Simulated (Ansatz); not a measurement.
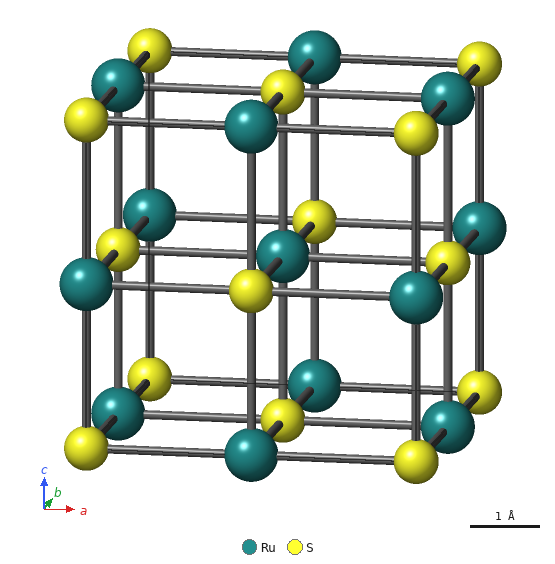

Ball-and-stick representation of a periodic structure, projected slightly off an axis. One conventional unit cell is outlined, and atoms on its boundary appear in each equivalent place. Cell: a = 4.90 Å, b = 4.90 Å, c = 4.90 Å, α = 90.00°, β = 90.00°, γ = 90.00°.

Its origin is a structure type filled with these elements by a generator (whether the compound takes this form wasn't checked). Earlier steps of the study, as a rule a relaxation of our own, may have changed the cell and positions, so they can lie some per cent off the listed ones. It went into a calculation with Ansatz.

**Notes on the structure:**

The material is RuS. It takes space group Fm-3m (No. 225) on a face-centred cubic lattice. Its structure type: rock salt (NaCl type). Atoms per cell: 8 (4 Ru, 4 S). Ru is coordinated by six S in an octahedral arrangement at about 2.4 Å. The coordination shell of S holds six Ru in an octahedral arrangement at about 2.4 Å. The bonds build a three-dimensional framework.

Results below were computed with DFT r2SCAN, scalar-relativistic, plane waves, PAW in Ansatz; the settings were a 500 eV plane-wave basis, k-points about 0.19 Å⁻¹ apart, Gaussian smearing of 0.05 eV, no spin polarisation.

**How large a gap does the method give, if there is one?**

A metal: bands cross the Fermi level.

**Give the Bader charge of each element.**

Ru +0.66 e; S -0.66 e.

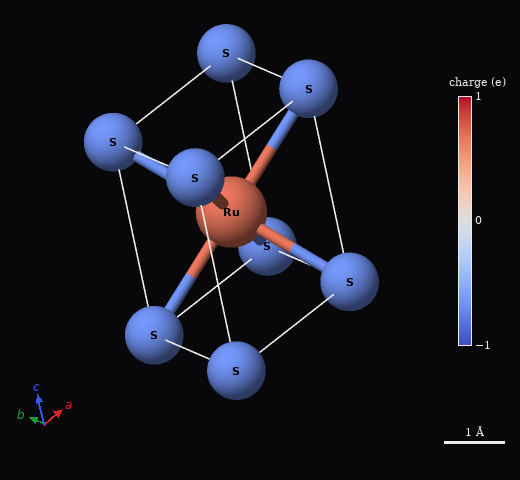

The atoms coloured by those charges. The run's cell of 2 atoms is drawn, so axes and origin can differ from the first picture.

**Does the calculation find this structure at rest?**

Yes. All forces vanish to within 0.01 eV/Å. The pressure is 0.1 GPa, close to zero.
